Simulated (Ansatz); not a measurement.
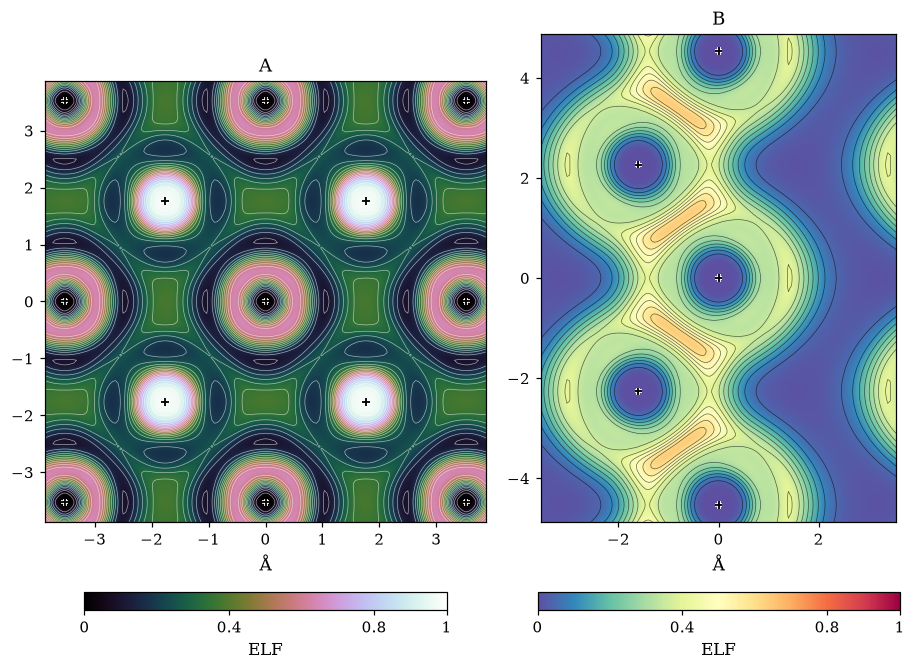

The electron localisation function of 2 systems, each on a plane through atoms (crosses mark nuclei in the plane).

All numbers below come from DFT PBEsol, scalar-relativistic, plane waves, PAW (Ansatz 0.2.0).

System 1: TiCo3, the (001) plane of the conventional cell. Space group Pm-3m; spin-polarised.

```
Ti Co
1.0
     3.52839    0.00000    0.00000
     0.00000    3.52839    0.00000
     0.00000    0.00000    3.52839
Ti Co
1 3
Cartesian
  0.0000 0.0000 0.0000
  0.0000 1.7642 1.7642
  1.7642 0.0000 1.7642
  1.7642 1.7642 0.0000
```

System 2: Sn, the (110) plane of the conventional cell. Space group Fd-3m; changed on purpose from its base cell (volume × 0.94); computed pressure about 3 GPa in this cell.

**Match each panel to its system.**

Panel A is system 1, TiCo3: the plane holds Ti and Co. Ti–Co (2.49 Å): the ELF is about 0.20 at the midpoint: no shared electron pair shows on this line. Panel B is system 2, Sn: the plane holds Sn. Sn–Sn (2.77 Å): the ELF peaks at about 0.65 between the atoms.
